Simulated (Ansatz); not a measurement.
**Single-point calculation of Ti8O (part 2 of 4)**

Continued. System: Ti8O (slab, 18 atoms in the cell). Method: DFT PBE, scalar-relativistic, plane waves, PAW, spin-polarised (Ansatz 0.2.0); cutoff 420 eV, 6×6×1 k-mesh, Gaussian smearing of 0.1 eV, collinear spins. The structure derives from an entry of the Crystallography Open Database.

Geometry of the input (Å; fractional positions):
```
5.8769  0.0000  0.0000
-2.9385  5.0896  0.0000
0.0000  0.0000  24.9046
Ti 0.3333  0.1667  0.1606
Ti 0.3333  0.6667  0.1606
Ti 0.8333  0.1667  0.1606
Ti 0.8333  0.6667  0.1606
Ti 0.1667  0.3333  0.2540
Ti 0.1667  0.8333  0.2540
Ti 0.6667  0.3333  0.2540
Ti 0.6667  0.8333  0.2540
Ti 0.3333  0.1667  0.3510
Ti 0.3333  0.6667  0.3510
Ti 0.8333  0.1667  0.3510
Ti 0.8333  0.6667  0.3510
Ti 0.1667  0.3333  0.4379
Ti 0.1667  0.8333  0.4379
Ti 0.6667  0.3333  0.4379
Ti 0.6667  0.8333  0.4379
O  0.3479  0.6959  0.4828
O  0.4854  0.9708  0.4828
```

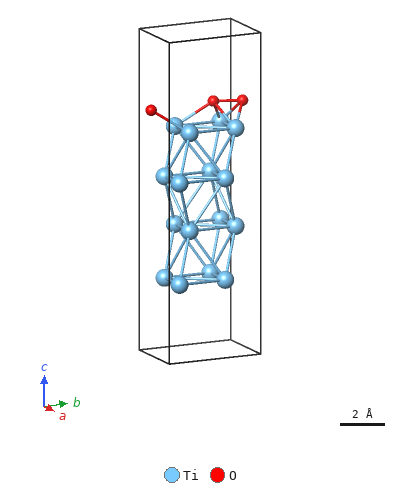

**Figure 1.** The input geometry (ball-and-stick view of the cell of the calculation, with the vacuum cut short, seen slightly off an axis).

Log, continued:
```
SCF iter   1: F=—  HF=-41130.856782 eV  |F-HF|=—  |Δ(HF+E_count)|=         —  Δρ=3.35e-2 (↑3.19e-2 ↓3.35e-2)  dr2=2.69e2  dr2_m=1.37e0  M=0.054 μB ∫|m|=0.350 μB  β_m=0.31  ethr=3.10e-3  p=-0.000 e·Å  D=-8.86e-7 V/Å  ΔV_dip=0.00 eV  dr2_dipole=1.26e1  V_vac-E_F(+/−)=7.96/7.96 eV  ⟨swp⟩=9.5  Hψ=15582  notcnv=0
Mixer restart at iter 1: flushing history
efield: sawtooth ramp at fractional position 0.8017 (placed from the atoms, in the widest stretch of the axis that holds none; the zero of the levels goes with the place), width 0.0400; the density the first Hamiltonian is built on has a dipole p = -0.000 e·Å; the dipole correction subtracts the counter field D = -8.86e-7 V/Å, which shifts the + side's vacuum level by +0.00 eV against the − side's; the planar-averaged density in the ramp window peaks in size at 5.6e-6 e/Å³
preconditioner: auto → LDOS  [metal: Δε(μ)=0.005 eV  Ē_g=3.133 eV  σ=0.100 eV  W_gap=0.03  n_scr=136 (ndim 8)  ℏωp=11.5 eV  f_vac=0.538  D(μ)=26.26/eV (n_scr^D=218)]
spin=Collinear: LDOS preconditioning applied to the charge; magnetization (m = ρ↑ − ρ↓) channel mixes plain (no charge-response kernel on spin).
SCF iter   2: F=—  HF=-41123.952819 eV  |F-HF|=—  |Δ(HF+E_count)|=    6.90e0  Δρ=2.02e-2 (↑2.02e-2 ↓1.84e-2)  dr2=8.14e1  dr2_m=7.09e-1  M=0.036 μB ∫|m|=0.297 μB  β_m=0.46  ethr=3.10e-3  p=-0.060 e·Å  D=-1.45e-2 V/Å  ΔV_dip=0.36 eV  dr2_dipole=2.53e0  V_vac-E_F(+/−)=6.53/6.17 eV  ⟨swp⟩=3.3  Hψ=6197  notcnv=0  defer=151
density mixer auto → msr1: a metal under ldos (density of states about μ 3.16 of a free-electron gas's, 136 screened modes)
SCF iter   3: F=—  HF=-41122.079455 eV  |F-HF|=—  |Δ(HF+E_count)|=    1.87e0  Δρ=1.03e-2 (↑1.03e-2 ↓7.84e-3)  dr2=2.57e1  dr2_m=9.29e-2  M=0.004 μB ∫|m|=0.157 μB  β_m=0.56  ethr=3.10e-3  p=-0.089 e·Å  D=-2.16e-2 V/Å  ΔV_dip=0.54 eV  dr2_dipole=1.16e1  V_vac-E_F(+/−)=4.51/3.97 eV  ⟨swp⟩=5.2  Hψ=7234  notcnv=0  defer=156
SCF iter   4: F=—  HF=-41121.743354 eV  |F-HF|=—  |Δ(HF+E_count)|=   3.36e-1  Δρ=4.88e-3 (↑4.88e-3 ↓3.37e-3)  dr2=2.98e0  dr2_m=4.00e-2  M=0.000 μB ∫|m|=0.110 μB  β_m=0.77  ethr=3.10e-3  p=0.003 e·Å  D=6.21e-4 V/Å  ΔV_dip=-0.02 eV  dr2_dipole=1.59e0  V_vac-E_F(+/−)=4.43/4.44 eV  ⟨swp⟩=2.4  Hψ=3969  notcnv=0  defer=155
SCF iter   5: F=—  HF=-41121.749095 eV  |F-HF|=—  |Δ(HF+E_count)|=   5.74e-3  Δρ=1.47e-3 (↑1.47e-3 ↓1.26e-3)  dr2=7.69e-2  dr2_m=2.33e-3  M=-0.004 μB ∫|m|=0.069 μB  β_m=0.72  ethr=1.46e-3  p=0.091 e·Å  D=2.21e-2 V/Å  ΔV_dip=-0.55 eV  dr2_dipole=1.38e-4  V_vac-E_F(+/−)=4.03/4.58 eV  ⟨swp⟩=2.6  Hψ=4119  notcnv=0  defer=160
SCF iter   6: F=—  HF=-41121.750225 eV  |F-HF|=—  |Δ(HF+E_count)|=   1.13e-3  Δρ=5.39e-4 (↑4.85e-4 ↓5.39e-4)  dr2=4.88e-2  dr2_m=1.26e-4  M=0.003 μB ∫|m|=0.038 μB  β_m=0.75  ethr=3.77e-5  p=0.103 e·Å  D=2.51e-2 V/Å  ΔV_dip=-0.63 eV  dr2_dipole=2.34e-2  V_vac-E_F(+/−)=3.93/4.55 eV  ⟨swp⟩=3.3  Hψ=5741  notcnv=0  defer=131
SCF iter   7: F=—  HF=-41121.751077 eV  |F-HF|=—  |Δ(HF+E_count)|=   8.51e-4  Δρ=2.66e-4 (↑2.65e-4 ↓2.66e-4)  dr2=1.52e-2  dr2_m=2.64e-5  M=0.009 μB ∫|m|=0.033 μB  β_m=0.71  ethr=2.39e-5  p=0.102 e·Å  D=2.47e-2 V/Å  ΔV_dip=-0.61 eV  dr2_dipole=6.65e-3  V_vac-E_F(+/−)=3.90/4.51 eV  ⟨swp⟩=2.0  Hψ=3409  notcnv=0  defer=131
SCF iter   8: F=—  HF=-41121.751264 eV  |F-HF|=—  |Δ(HF+E_count)|=   1.88e-4  Δρ=1.04e-4 (↑9.56e-5 ↓1.04e-4)  dr2=3.01e-3  dr2_m=4.11e-6  M=0.015 μB ∫|m|=0.030 μB  β_m=0.73  ethr=7.46e-6  p=0.100 e·Å  D=2.43e-2 V/Å  ΔV_dip=-0.61 eV  dr2_dipole=1.01e-3  V_vac-E_F(+/−)=3.87/4.48 eV  ⟨swp⟩=2.0  Hψ=3942  notcnv=0  defer=131
SCF iter   9: F=—  HF=-41121.751276 eV  |F-HF|=—  |Δ(HF+E_count)|=   1.23e-5  Δρ=4.39e-5 (↑4.33e-5 ↓4.39e-5)  dr2=2.44e-4  dr2_m=1.86e-6  M=0.020 μB ∫|m|=0.031 μB  β_m=0.73  ethr=1.48e-6  p=0.100 e·Å  D=2.42e-2 V/Å  ΔV_dip=-0.60 eV  dr2_dipole=1.14e-4  V_vac-E_F(+/−)=3.86/4.46 eV  ⟨swp⟩=2.0  Hψ=4096  notcnv=0  defer=131
SCF iter  10: F=—  HF=-41121.751296 eV  |F-HF|=—  |Δ(HF+E_count)|=   1.94e-5  Δρ=2.11e-5 (↑2.11e-5 ↓1.99e-5)  dr2=7.78e-6  dr2_m=1.69e-6  M=0.026 μB ∫|m|=0.034 μB  β_m=0.75  ethr=1.20e-7  p=0.099 e·Å  D=2.41e-2 V/Å  ΔV_dip=-0.60 eV  dr2_dipole=3.48e-7  V_vac-E_F(+/−)=3.86/4.46 eV  ⟨swp⟩=2.1  Hψ=4250  notcnv=0  defer=131
SCF iter  11: F=—  HF=-41121.751303 eV  |F-HF|=—  |Δ(HF+E_count)|=   6.74e-6  Δρ=1.99e-5 (↑1.78e-5 ↓1.99e-5)  dr2=2.86e-6  dr2_m=2.21e-6  M=0.032 μB ∫|m|=0.040 μB  β_m=0.88  ethr=3.81e-9  p=0.099 e·Å  D=2.40e-2 V/Å  ΔV_dip=-0.60 eV  dr2_dipole=1.39e-6  V_vac-E_F(+/−)=3.86/4.46 eV  ⟨swp⟩=3.0  Hψ=6340  notcnv=0  defer=131
SCF iter  12: F=—  HF=-41121.751312 eV  |F-HF|=—  |Δ(HF+E_count)|=   9.70e-6  Δρ=2.59e-5 (↑2.59e-5 ↓2.49e-5)  dr2=1.23e-6  dr2_m=4.21e-6  M=0.047 μB ∫|m|=0.053 μB  β_m=0.93  ethr=1.40e-9  p=0.099 e·Å  D=2.39e-2 V/Å  ΔV_dip=-0.60 eV  dr2_dipole=4.09e-8  V_vac-E_F(+/−)=3.86/4.45 eV  ⟨swp⟩=3.0  Hψ=5813  notcnv=0  defer=131
SCF iter  13: F=-41121.751373 eV  HF=-41121.751361 eV  |F-HF|=1.17e-5  |Δ(HF+E_count)|=   4.86e-5  Δρ=5.17e-5 (↑5.17e-5 ↓5.13e-5)  dr2=1.04e-5  dr2_m=1.62e-5  M=0.094 μB ∫|m|=0.105 μB  β_m=0.97  ethr=6.05e-10  p=0.098 e·Å  D=2.38e-2 V/Å  ΔV_dip=-0.59 eV  dr2_dipole=8.75e-8  V_vac-E_F(+/−)=3.86/4.45 eV  ⟨swp⟩=4.7  Hψ=7647  notcnv=0  defer=131  recentre
SCF iter  14: F=-41121.751366 eV  HF=-41121.751354 eV  |F-HF|=1.15e-5  |Δ(HF+E_count)|=   6.73e-6  Δρ=4.86e-5 (↑4.40e-5 ↓4.86e-5)  dr2=2.90e-6  dr2_m=1.43e-5  M=0.088 μB ∫|m|=0.098 μB  β_m=0.69  ethr=6.05e-10  p=0.098 e·Å  D=2.39e-2 V/Å  ΔV_dip=-0.60 eV  dr2_dipole=4.18e-7  V_vac-E_F(+/−)=3.86/4.45 eV  ⟨swp⟩=3.3  Hψ=6725  notcnv=0  defer=131
SCF iter  15: F=-41121.751458 eV  HF=-41121.751429 eV  |F-HF|=2.94e-5  |Δ(HF+E_count)|=   7.49e-5  Δρ=6.98e-5 (↑6.88e-5 ↓6.98e-5)  dr2=2.11e-6  dr2_m=3.24e-5  M=0.132 μB ∫|m|=0.147 μB  β_m=0.82  ethr=6.05e-10  p=0.098 e·Å  D=2.39e-2 V/Å  ΔV_dip=-0.60 eV  dr2_dipole=1.52e-7  V_vac-E_F(+/−)=3.86/4.45 eV  ⟨swp⟩=4.5  Hψ=7702  notcnv=0  defer=131
SCF iter  16: F=-41121.751751 eV  HF=-41121.751670 eV  |F-HF|=8.14e-5  |Δ(HF+E_count)|=   2.41e-4  Δρ=1.16e-4 (↑1.16e-4 ↓1.14e-4)  dr2=2.27e-6  dr2_m=8.99e-5  M=0.221 μB ∫|m|=0.245 μB  β_m=0.92  ethr=6.05e-10  p=0.098 e·Å  D=2.39e-2 V/Å  ΔV_dip=-0.59 eV  dr2_dipole=8.66e-7  V_vac-E_F(+/−)=3.86/4.45 eV  ⟨swp⟩=5.1  Hψ=8317  notcnv=0  defer=131
SCF iter  17: F=-41121.752559 eV  HF=-41121.752388 eV  |F-HF|=1.72e-4  |Δ(HF+E_count)|=   7.18e-4  Δρ=2.02e-4 (↑2.02e-4 ↓1.87e-4)  dr2=4.97e-5  dr2_m=2.57e-4  M=0.377 μB ∫|m|=0.420 μB  β_m=0.96  ethr=6.05e-10  p=0.098 e·Å  D=2.39e-2 V/Å  ΔV_dip=-0.59 eV  dr2_dipole=1.84e-5  V_vac-E_F(+/−)=3.86/4.45 eV  ⟨swp⟩=6.1  Hψ=8656  notcnv=0  defer=131
SCF iter  18: F=-41121.753330 eV  HF=-41121.754514 eV  |F-HF|=1.18e-3  |Δ(HF+E_count)|=   2.13e-3  Δρ=3.71e-4 (↑3.71e-4 ↓2.86e-4)  dr2=1.36e-3  dr2_m=7.27e-4  M=0.648 μB ∫|m|=0.724 μB  β_m=0.95  ethr=6.05e-10  p=0.098 e·Å  D=2.39e-2 V/Å  ΔV_dip=-0.59 eV  dr2_dipole=5.09e-4  V_vac-E_F(+/−)=3.86/4.45 eV  ⟨swp⟩=6.3  Hψ=10797  notcnv=0  defer=131
SCF iter  19: F=-41121.745651 eV  HF=-41121.760547 eV  |F-HF|=1.49e-2  |Δ(HF+E_count)|=   6.03e-3  Δρ=6.60e-4 (↑6.60e-4 ↓4.04e-4)  dr2=1.23e-2  dr2_m=1.84e-3  M=1.109 μB ∫|m|=1.245 μB  β_m=0.95  ethr=6.05e-10  p=0.098 e·Å  D=2.38e-2 V/Å  ΔV_dip=-0.59 eV  dr2_dipole=4.49e-3  V_vac-E_F(+/−)=3.86/4.46 eV  ⟨swp⟩=7.2  Hψ=11347  notcnv=0  defer=131  recentre
SCF iter  20: F=-41121.750658 eV  HF=-41121.759087 eV  |F-HF|=8.43e-3  |Δ(HF+E_count)|=   1.46e-3  Δρ=5.91e-4 (↑5.91e-4 ↓3.94e-4)  dr2=7.28e-3  dr2_m=1.59e-3  M=1.015 μB ∫|m|=1.138 μB  β_m=0.95  ethr=6.05e-10  p=0.098 e·Å  D=2.38e-2 V/Å  ΔV_dip=-0.59 eV  dr2_dipole=2.73e-3  V_vac-E_F(+/−)=3.86/4.46 eV  ⟨swp⟩=5.2  Hψ=8355  notcnv=0  defer=131  recentre
SCF iter  21: F=-41121.742280 eV  HF=-41121.759263 eV  |F-HF|=1.70e-2  |Δ(HF+E_count)|=   1.77e-4  Δρ=6.56e-4 (↑6.56e-4 ↓3.91e-4)  dr2=1.42e-2  dr2_m=1.70e-3  M=1.030 μB ∫|m|=1.146 μB  β_m=0.47  ethr=6.05e-10  p=0.099 e·Å  D=2.40e-2 V/Å  ΔV_dip=-0.60 eV  dr2_dipole=4.67e-3  V_vac-E_F(+/−)=3.86/4.46 eV  ⟨swp⟩=5.1  Hψ=8693  notcnv=0  defer=131  recentre
SCF iter  22: F=-41121.756774 eV  HF=-41121.756454 eV  |F-HF|=3.21e-4  |Δ(HF+E_count)|=   2.81e-3  Δρ=4.31e-4 (↑4.31e-4 ↓3.94e-4)  dr2=7.54e-4  dr2_m=1.06e-3  M=0.821 μB ∫|m|=0.927 μB  β_m=0.60  ethr=6.05e-10  p=0.098 e·Å  D=2.37e-2 V/Å  ΔV_dip=-0.59 eV  dr2_dipole=5.61e-5  V_vac-E_F(+/−)=3.86/4.45 eV  ⟨swp⟩=6.2  Hψ=10489  notcnv=0  defer=131
SCF iter  23: F=-41121.760545 eV  HF=-41121.759343 eV  |F-HF|=1.20e-3  |Δ(HF+E_count)|=   2.89e-3  Δρ=4.86e-4 (↑4.86e-4 ↓4.55e-4)  dr2=1.65e-4  dr2_m=1.50e-3  M=1.030 μB ∫|m|=1.173 μB  β_m=0.80  ethr=6.05e-10  p=0.097 e·Å  D=2.36e-2 V/Å  ΔV_dip=-0.59 eV  dr2_dipole=2.66e-5  V_vac-E_F(+/−)=3.86/4.45 eV  ⟨swp⟩=6.1  Hψ=10433  notcnv=0  defer=131
SCF iter  24: F=-41121.765597 eV  HF=-41121.764273 eV  |F-HF|=1.32e-3  |Δ(HF+E_count)|=   4.93e-3  Δρ=5.85e-4 (↑5.85e-4 ↓5.24e-4)  dr2=4.62e-4  dr2_m=2.09e-3  M=1.322 μB ∫|m|=1.514 μB  β_m=0.90  ethr=6.05e-10  p=0.096 e·Å  D=2.34e-2 V/Å  ΔV_dip=-0.58 eV  dr2_dipole=1.13e-4  V_vac-E_F(+/−)=3.86/4.44 eV  ⟨swp⟩=6.5  Hψ=10846  notcnv=0  defer=131
SCF iter  25: F=-41121.775386 eV  HF=-41121.774375 eV  |F-HF|=1.01e-3  |Δ(HF+E_count)|=   1.01e-2  Δρ=7.04e-4 (↑7.04e-4 ↓5.88e-4)  dr2=1.32e-3  dr2_m=2.80e-3  M=1.817 μB ∫|m|=2.101 μB  β_m=0.95  ethr=6.05e-10  p=0.094 e·Å  D=2.29e-2 V/Å  ΔV_dip=-0.57 eV  dr2_dipole=2.43e-4  V_vac-E_F(+/−)=3.86/4.43 eV  ⟨swp⟩=7.2  Hψ=11455  notcnv=0  defer=131
SCF iter  26: F=-41121.775462 eV  HF=-41121.781539 eV  |F-HF|=6.08e-3  |Δ(HF+E_count)|=   7.16e-3  Δρ=7.46e-4 (↑5.03e-4 ↓7.46e-4)  dr2=6.37e-3  dr2_m=2.60e-3  M=2.114 μB ∫|m|=2.474 μB  β_m=0.13  ethr=6.05e-10  p=0.089 e·Å  D=2.16e-2 V/Å  ΔV_dip=-0.54 eV  dr2_dipole=2.22e-3  V_vac-E_F(+/−)=3.86/4.40 eV  ⟨swp⟩=6.6  Hψ=11055  notcnv=0  defer=131
SCF iter  27: F=-41121.764658 eV  HF=-41121.775869 eV  |F-HF|=1.12e-2  |Δ(HF+E_count)|=   5.67e-3  Δρ=7.91e-4 (↑4.22e-4 ↓7.91e-4)  dr2=1.11e-2  dr2_m=2.37e-3  M=1.855 μB ∫|m|=2.166 μB  β_m=0.77  ethr=6.05e-10  p=0.088 e·Å  D=2.13e-2 V/Å  ΔV_dip=-0.53 eV  dr2_dipole=2.62e-3  V_vac-E_F(+/−)=3.86/4.39 eV  ⟨swp⟩=6.5  Hψ=10878  notcnv=0  defer=131  recentre
SCF iter  28: F=-41121.796926 eV  HF=-41121.798083 eV  |F-HF|=1.16e-3  |Δ(HF+E_count)|=         —  Δρ=8.97e-4 (↑8.97e-4 ↓8.60e-4)  dr2=2.01e-3  dr2_m=5.12e-3  M=2.806 μB ∫|m|=3.297 μB  β_m=0.77  ethr=6.05e-10  p=0.086 e·Å  D=2.09e-2 V/Å  ΔV_dip=-0.52 eV  dr2_dipole=1.05e-3  V_vac-E_F(+/−)=3.86/4.39 eV  ⟨swp⟩=8.2  Hψ=12517  notcnv=0  defer=131
SCF iter  29: F=—  HF=-41121.773339 eV  |F-HF|=—  |Δ(HF+E_count)|=   2.47e-2  Δρ=1.00e-3 (↑9.50e-4 ↓1.00e-3)  dr2=3.13e-3  dr2_m=6.39e-3  M=1.759 μB ∫|m|=2.026 μB  β_m=0.88  ethr=6.05e-10  p=0.092 e·Å  D=2.24e-2 V/Å  ΔV_dip=-0.56 eV  dr2_dipole=1.22e-3  V_vac-E_F(+/−)=3.86/4.42 eV  ⟨swp⟩=8.6  Hψ=13507  notcnv=0  defer=130
SCF iter  30: F=—  HF=-41121.769090 eV  |F-HF|=—  |Δ(HF+E_count)|=   4.25e-3  Δρ=9.52e-4 (↑9.01e-4 ↓9.52e-4)  dr2=4.51e-3  dr2_m=5.70e-3  M=1.565 μB ∫|m|=1.793 μB  β_m=0.94  ethr=6.05e-10  p=0.094 e·Å  D=2.28e-2 V/Å  ΔV_dip=-0.57 eV  dr2_dipole=1.81e-3  V_vac-E_F(+/−)=3.86/4.43 eV  ⟨swp⟩=6.5  Hψ=9895  notcnv=0  defer=131
SCF iter  31: F=—  HF=-41121.757401 eV  |F-HF|=—  |Δ(HF+E_count)|=   1.17e-2  Δρ=7.01e-4 (↑7.01e-4 ↓6.79e-4)  dr2=7.81e-3  dr2_m=3.08e-3  M=0.892 μB ∫|m|=1.000 μB  β_m=0.97  ethr=6.05e-10  p=0.098 e·Å  D=2.39e-2 V/Å  ΔV_dip=-0.59 eV  dr2_dipole=3.36e-3  V_vac-E_F(+/−)=3.86/4.46 eV  ⟨swp⟩=7.7  Hψ=12001  notcnv=0  defer=131
SCF iter  32: F=—  HF=-41121.759256 eV  |F-HF|=—  |Δ(HF+E_count)|=   1.85e-3  Δρ=8.53e-4 (↑8.53e-4 ↓7.20e-4)  dr2=1.54e-2  dr2_m=4.05e-3  M=1.029 μB ∫|m|=1.160 μB  β_m=0.35  ethr=6.05e-10  p=0.097 e·Å  D=2.37e-2 V/Å  ΔV_dip=-0.59 eV  dr2_dipole=6.79e-3  V_vac-E_F(+/−)=3.87/4.45 eV  ⟨swp⟩=6.0  Hψ=9898  notcnv=0  defer=131
SCF iter  33: F=—  HF=-41121.754951 eV  |F-HF|=—  |Δ(HF+E_count)|=   4.30e-3  Δρ=5.85e-4 (↑5.85e-4 ↓4.85e-4)  dr2=8.13e-3  dr2_m=1.84e-3  M=0.703 μB ∫|m|=0.784 μB  β_m=0.44  ethr=6.05e-10  p=0.100 e·Å  D=2.43e-2 V/Å  ΔV_dip=-0.60 eV  dr2_dipole=3.46e-3  V_vac-E_F(+/−)=3.86/4.47 eV  ⟨swp⟩=6.7  Hψ=10602  notcnv=0  defer=131
SCF iter  34: F=—  HF=-41121.763863 eV  |F-HF|=—  |Δ(HF+E_count)|=   8.91e-3  Δρ=9.01e-4 (↑9.01e-4 ↓8.04e-4)  dr2=8.07e-3  dr2_m=4.84e-3  M=1.317 μB ∫|m|=1.511 μB  β_m=0.39  ethr=6.05e-10  p=0.096 e·Å  D=2.34e-2 V/Å  ΔV_dip=-0.58 eV  dr2_dipole=3.55e-3  V_vac-E_F(+/−)=3.87/4.45 eV  ⟨swp⟩=7.3  Hψ=11591  notcnv=0  defer=131
SCF iter  35: F=—  HF=-41121.762606 eV  |F-HF|=—  |Δ(HF+E_count)|=   1.26e-3  Δρ=8.66e-4 (↑8.66e-4 ↓8.45e-4)  dr2=4.23e-3  dr2_m=4.90e-3  M=1.222 μB ∫|m|=1.380 μB  β_m=0.37  ethr=6.05e-10  p=0.095 e·Å  D=2.30e-2 V/Å  ΔV_dip=-0.57 eV  dr2_dipole=1.96e-3  V_vac-E_F(+/−)=3.86/4.43 eV  ⟨swp⟩=5.8  Hψ=8733  notcnv=0  defer=131
SCF iter  36: F=—  HF=-41121.766793 eV  |F-HF|=—  |Δ(HF+E_count)|=   4.19e-3  Δρ=1.00e-3 (↑1.00e-3 ↓9.05e-4)  dr2=1.45e-2  dr2_m=5.97e-3  M=1.458 μB ∫|m|=1.657 μB  β_m=0.13  ethr=6.05e-10  p=0.097 e·Å  D=2.35e-2 V/Å  ΔV_dip=-0.59 eV  dr2_dipole=6.35e-3  V_vac-E_F(+/−)=3.87/4.45 eV  ⟨swp⟩=6.1  Hψ=10592  notcnv=0  defer=131
SCF iter  37: F=-41121.766378 eV  HF=-41121.772738 eV  |F-HF|=6.36e-3  |Δ(HF+E_count)|=   5.94e-3  Δρ=1.01e-3 (↑1.01e-3 ↓9.42e-4)  dr2=5.74e-3  dr2_m=6.42e-3  M=1.736 μB ∫|m|=1.996 μB  β_m=0.18  ethr=6.05e-10  p=0.094 e·Å  D=2.28e-2 V/Å  ΔV_dip=-0.57 eV  dr2_dipole=2.45e-3  V_vac-E_F(+/−)=3.86/4.43 eV  ⟨swp⟩=6.7  Hψ=10715  notcnv=0  defer=131
SCF iter  38: F=-41121.784034 eV  HF=-41121.782726 eV  |F-HF|=1.31e-3  |Δ(HF+E_count)|=   9.99e-3  Δρ=9.78e-4 (↑9.78e-4 ↓9.57e-4)  dr2=4.00e-4  dr2_m=6.36e-3  M=2.169 μB ∫|m|=2.520 μB  β_m=0.46  ethr=6.05e-10  p=0.091 e·Å  D=2.20e-2 V/Å  ΔV_dip=-0.55 eV  dr2_dipole=8.54e-5  V_vac-E_F(+/−)=3.86/4.41 eV  ⟨swp⟩=7.2  Hψ=11448  notcnv=0  defer=131
SCF iter  39: F=-41121.792743 eV  HF=-41121.801255 eV  |F-HF|=8.51e-3  |Δ(HF+E_count)|=   1.85e-2  Δρ=7.65e-4 (↑7.05e-4 ↓7.65e-4)  dr2=7.22e-3  dr2_m=3.50e-3  M=2.962 μB ∫|m|=3.488 μB  β_m=0.48  ethr=6.05e-10  p=0.085 e·Å  D=2.06e-2 V/Å  ΔV_dip=-0.51 eV  dr2_dipole=3.66e-3  V_vac-E_F(+/−)=3.86/4.38 eV  ⟨swp⟩=8.2  Hψ=12354  notcnv=0  defer=133
SCF iter  40: F=-41121.544238 eV  HF=-41121.816320 eV  |F-HF|=2.72e-1  |Δ(HF+E_count)|=   1.51e-2  Δρ=1.20e-3 (↑1.20e-3 ↓1.06e-3)  dr2=1.92e-1  dr2_m=5.92e-3  M=4.215 μB ∫|m|=5.084 μB  β_m=0.59  ethr=6.05e-10  p=0.073 e·Å  D=1.78e-2 V/Å  ΔV_dip=-0.44 eV  dr2_dipole=9.18e-2  V_vac-E_F(+/−)=3.85/4.29 eV  ⟨swp⟩=8.7  Hψ=14876  notcnv=0  defer=131  recentre
SCF iter  41: F=-41121.722460 eV  HF=-41121.813107 eV  |F-HF|=9.06e-2  |Δ(HF+E_count)|=   3.21e-3  Δρ=6.66e-4 (↑3.28e-4 ↓6.66e-4)  dr2=6.52e-2  dr2_m=9.48e-4  M=3.540 μB ∫|m|=4.192 μB  β_m=0.59  ethr=6.05e-10  p=0.078 e·Å  D=1.90e-2 V/Å  ΔV_dip=-0.47 eV  dr2_dipole=3.01e-2  V_vac-E_F(+/−)=3.86/4.33 eV  ⟨swp⟩=8.4  Hψ=13330  notcnv=0  defer=135  recentre
```
